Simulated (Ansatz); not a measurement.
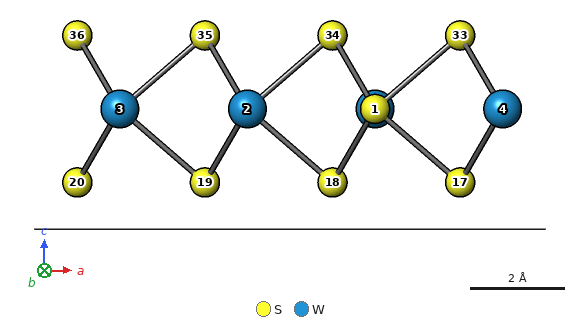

A defect cell of composition W5S11, before the relaxation. The picture is a ball-and-stick view of the cell of the calculation, outlined in the plane, without the vacuum, seen along the b axis.

Case: S on a W site (c), charge +0, atoms relaxed at the host's cell.

Method: DFT PBE+D3(BJ), scalar-relativistic, plane waves, PAW (Ansatz).

Settings: plane-wave cutoff 420 eV; k-point mesh 2 × 2 × 2; occupations gaussian; smearing width 0.01 eV; no spin polarisation; atoms relaxed in a fixed cell; force threshold 0.025 eV/Å; at most 45 steps.

```
CELL_PARAMETERS angstrom
6.31943 -10.94558 0.00000
6.31943 10.94558 0.00000
0.00000 0.00000 16.93947
ATOMIC_POSITIONS crystal
S 0.66667 0.08333 0.00000
W 0.41667 0.08333 0.00000
W 0.16667 0.08333 0.00000
W 0.91667 0.08333 0.00000
W 0.66667 0.33333 0.00000
W 0.41667 0.33333 0.00000
W 0.16667 0.33333 0.00000
W 0.91667 0.33333 0.00000
W 0.66667 0.58333 0.00000
W 0.41667 0.58333 0.00000
W 0.16667 0.58333 0.00000
W 0.91667 0.58333 0.00000
W 0.66667 0.83333 0.00000
W 0.41667 0.83333 0.00000
W 0.16667 0.83333 0.00000
W 0.91667 0.83333 0.00000
S 0.83333 0.16667 0.90696
S 0.58333 0.16667 0.90696
S 0.33333 0.16667 0.90696
S 0.08333 0.16667 0.90696
S 0.83333 0.41667 0.90696
S 0.58333 0.41667 0.90696
S 0.33333 0.41667 0.90696
S 0.08333 0.41667 0.90696
S 0.83333 0.66667 0.90696
S 0.58333 0.66667 0.90696
S 0.33333 0.66667 0.90696
S 0.08333 0.66667 0.90696
S 0.83333 0.91667 0.90696
S 0.58333 0.91667 0.90696
S 0.33333 0.91667 0.90696
S 0.08333 0.91667 0.90696
S 0.83333 0.16667 0.09304
S 0.58333 0.16667 0.09304
S 0.33333 0.16667 0.09304
S 0.08333 0.16667 0.09304
S 0.83333 0.41667 0.09304
S 0.58333 0.41667 0.09304
S 0.33333 0.41667 0.09304
S 0.08333 0.41667 0.09304
S 0.83333 0.66667 0.09304
S 0.58333 0.66667 0.09304
S 0.33333 0.66667 0.09304
S 0.08333 0.66667 0.09304
S 0.83333 0.91667 0.09304
S 0.58333 0.91667 0.09304
S 0.33333 0.91667 0.09304
S 0.08333 0.91667 0.09304
```

What does the optimiser find from here?

The largest moves relative to the layer's centre, 0.076 Å, are those of S17, S18, S30, S33, S34 and S46. S46 goes at 11° to the normal (−c side). Largest moves by element: S 0.076 Å, W 0.061 Å. The cell stays as it was. Some distances before and after: W13–W14 3.160 → 3.221 Å, W11–W14 3.160 → 3.099 Å, S1–S17 2.411 → 2.374 Å, W10–W13 3.160 → 3.134 Å. Bond angles that change, for instance: S30–W14–S46 81.6° → 77.5°, S17–S1–S33 81.6° → 78.5°, S1–S17–W4 81.9° → 84.9°. The energy falls by 0.307 eV per cell of the calculation in 3 accepted moves (5 points after the start). The largest force component goes from 0.71 to 0.015 eV/Å. The line search rejected the trial step at point 1 of the run. 1 step only repeated the SCF at the same geometry.

Step by step:

```csv
step,"E − E(0), meV/atom","largest force component, eV/Å",note
0,0.00,0.7054,
1,20.40,1.5740,rejected
2,-5.97,0.1603,
3,-6.18,0.1182,
4,-6.40,0.0150,
5,-6.40,0.0150,"same geometry, SCF repeated"
```

The end point in the same view:

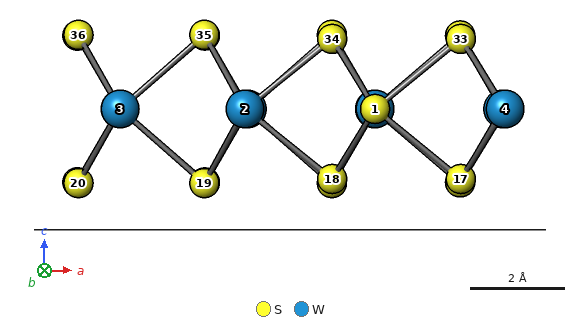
